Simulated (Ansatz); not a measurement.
Consider Pt.

```yaml
crystal:
  lattice:
    - [2.05579, -2.05579, 0.00000]
    - [2.05579, 2.05579, 0.00000]
    - [0.00000, 0.00000, 3.91580]
  atoms:
    - { symbol: Pt, position: [0.00000, 0.00000, 0.00000] }
    - { symbol: Pt, position: [0.50000, 0.50000, 0.50000] }
```

Space group I4/mmm; changed on purpose from its base cell (strain +0.0500 x Voigt [1, 1, 0, 0, 0, 0], atoms carried along); computed pressure about −21 GPa in this cell.

Computed with DFT PBEsol, scalar-relativistic, plane waves, PAW in Ansatz 0.2.0.

Question: Predict the valence pseudo-density and electron localisation function between the atoms.

Answer: Pt–Pt (2.84 Å): the density is about 0.34 e/Å³ at the midpoint; the ELF is about 0.30 at the midpoint; no localised pair shows between them.
Pt–Pt (2.91 Å): ρ is about 0.3 e/Å³ halfway; the ELF is about 0.25 at the midpoint (no shared electron pair shows on this line).

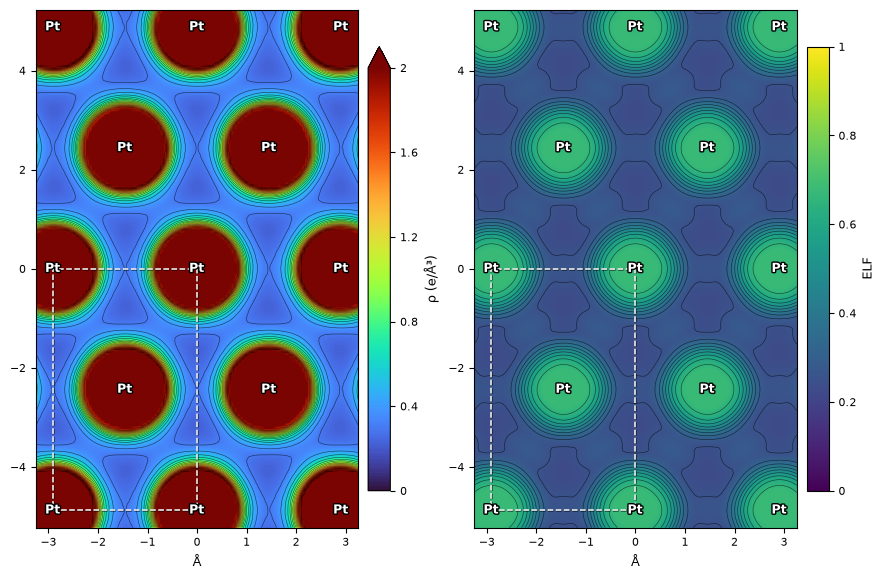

Computed valence pseudo-density and electron localisation function on the (101) plane of the conventional cell, in this order. 

In a PAW calculation such maps are meaningful between the atoms, not at the nuclei.
